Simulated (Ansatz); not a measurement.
Sc3Al5N8

```yaml
crystal:
  lattice:
    - [-9.98050, -5.76225, -0.02168]
    - [3.26609, -5.65703, 0.00000]
    - [0.00871, 0.00503, 4.95097]
  atoms:
    - { symbol: Sc, position: [0.92035, 0.24529, 0.98254] }
    - { symbol: Sc, position: [0.42035, 0.74529, 0.98254] }
    - { symbol: Sc, position: [0.92035, 0.75471, 0.98254] }
    - { symbol: Sc, position: [0.42035, 0.25471, 0.98254] }
    - { symbol: Al, position: [0.66813, 0.00000, 0.99202] }
    - { symbol: Al, position: [0.16813, 0.50000, 0.99202] }
    - { symbol: Al, position: [0.66434, 0.50000, 0.99388] }
    - { symbol: Al, position: [0.16434, 0.00000, 0.99388] }
    - { symbol: Sc, position: [0.82648, 0.50000, 0.48365] }
    - { symbol: Sc, position: [0.32648, 0.00000, 0.48365] }
    - { symbol: Al, position: [0.83030, 0.00000, 0.49628] }
    - { symbol: Al, position: [0.33030, 0.50000, 0.49628] }
    - { symbol: Al, position: [0.58516, 0.25028, 0.49404] }
    - { symbol: Al, position: [0.08516, 0.75028, 0.49404] }
    - { symbol: Al, position: [0.58516, 0.74972, 0.49404] }
    - { symbol: Al, position: [0.08516, 0.24972, 0.49404] }
    - { symbol: N, position: [0.92168, 0.23765, 0.41218] }
    - { symbol: N, position: [0.42168, 0.73765, 0.41218] }
    - { symbol: N, position: [0.92168, 0.76235, 0.41218] }
    - { symbol: N, position: [0.42168, 0.26235, 0.41218] }
    - { symbol: N, position: [0.66655, 0.00000, 0.37962] }
    - { symbol: N, position: [0.16655, 0.50000, 0.37962] }
    - { symbol: N, position: [0.65286, 0.50000, 0.37506] }
    - { symbol: N, position: [0.15286, 0.00000, 0.37506] }
    - { symbol: N, position: [0.82373, 0.50000, 0.91194] }
    - { symbol: N, position: [0.32373, 0.00000, 0.91194] }
    - { symbol: N, position: [0.82228, 0.00000, 0.87701] }
    - { symbol: N, position: [0.32228, 0.50000, 0.87701] }
    - { symbol: N, position: [0.59548, 0.24888, 0.87651] }
    - { symbol: N, position: [0.09548, 0.74888, 0.87651] }
    - { symbol: N, position: [0.59548, 0.75112, 0.87651] }
    - { symbol: N, position: [0.09548, 0.25112, 0.87651] }
```

Space group Cm; a generated structure, not necessarily the stable one.

Level of theory: Ansatz, DFT PBEsol, scalar-relativistic, plane waves, PAW.

Core electrons are frozen (PAW), and the valence fields are smoothed inside the atomic spheres.

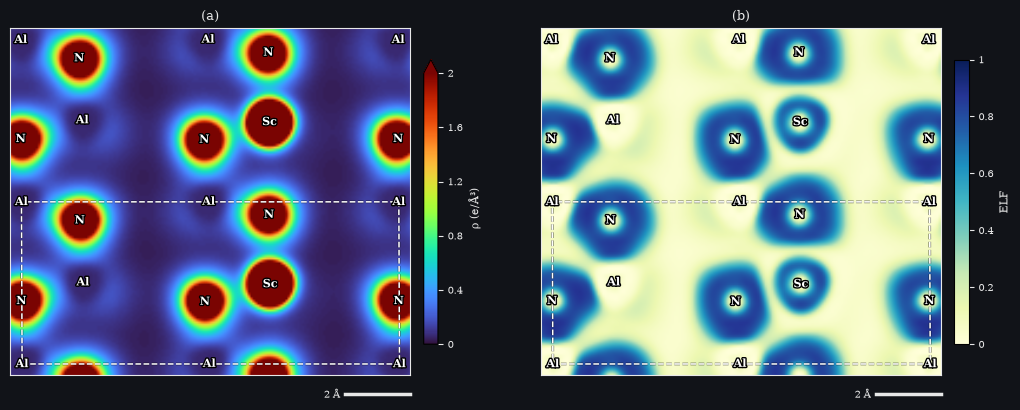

Figure 1. (a) valence pseudo-density; (b) ELF on the (010) plane of the conventional cell.

Q: What do the fields say about this system?

A: The plane passes through Al, Sc and N nuclei.
Al–N (1.87 Å): ρ at the midpoint is about 0.68 e/Å³; the ELF peaks at about 0.90 in the valence shell of N, 0.8 Å from its nucleus, and is about 0.85 at the midpoint.
Al–N (1.92 Å): ρ at the midpoint is about 0.66 e/Å³; the ELF peaks at about 0.90 in the valence shell of N, 0.8 Å from its nucleus, and is about 0.90 at the midpoint.
Al–N (1.97 Å): ρ is about 0.59 e/Å³ halfway; the ELF peaks at about 0.90 between the atoms, as expected for a polar covalent bond.
Sc–N (2.07 Å): ρ is about 0.62 e/Å³ halfway; the ELF peaks at about 0.85 in the valence shell of N, 0.7 Å from its nucleus, and is about 0.25 at the midpoint; no localised pair shows between them.
Sc–N (2.12 Å): ρ at the midpoint is about 0.53 e/Å³; the ELF peaks at about 0.80 in the valence shell of N, 0.6 Å from its nucleus, and is about 0.20 at the midpoint (no localised pair shows between them).
Between the atoms the lowest density in this plane is 0.03 e/Å³.
The features right at Sc lie inside the PAW spheres, where the map follows smoothed inner orbitals and isn't to be read closely.

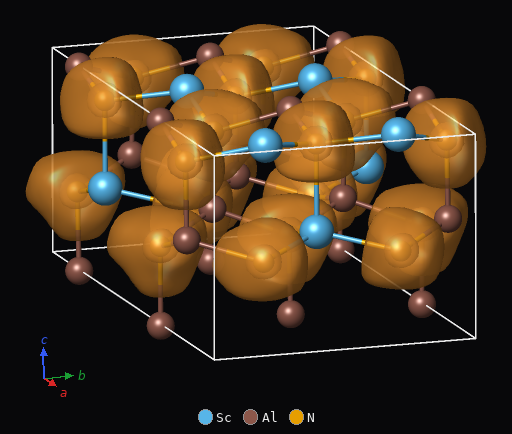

Figure 2. Isosurface of the electron localisation function at 0.65 (orange), seen slightly off an axis. Only the valence region is drawn (cores and ρ < 0.01 e/Å³ removed). Sticks mark near contacts.

Q: Identify the bonds, lone pairs and shells in this picture.

A: The surface consists of 16 regions on N in which the atom's valence shell and bonds are merged, counted in one cell of 32 atoms. Any copies at cell faces, edges or corners count once. Along the contacts the grid gives the following. Sc–N (2.03 Å): the ELF peaks at about 0.85 in the valence shell of N, 0.6 Å from its nucleus, and is about 0.25 at the midpoint (no localised pair shows between them).

Q: Metal or insulator at this level of theory?

A: It is gapped, with a Kohn–Sham gap of 3.1 eV on the k-point mesh (the band edges may lie off the mesh, which would make the gap smaller).
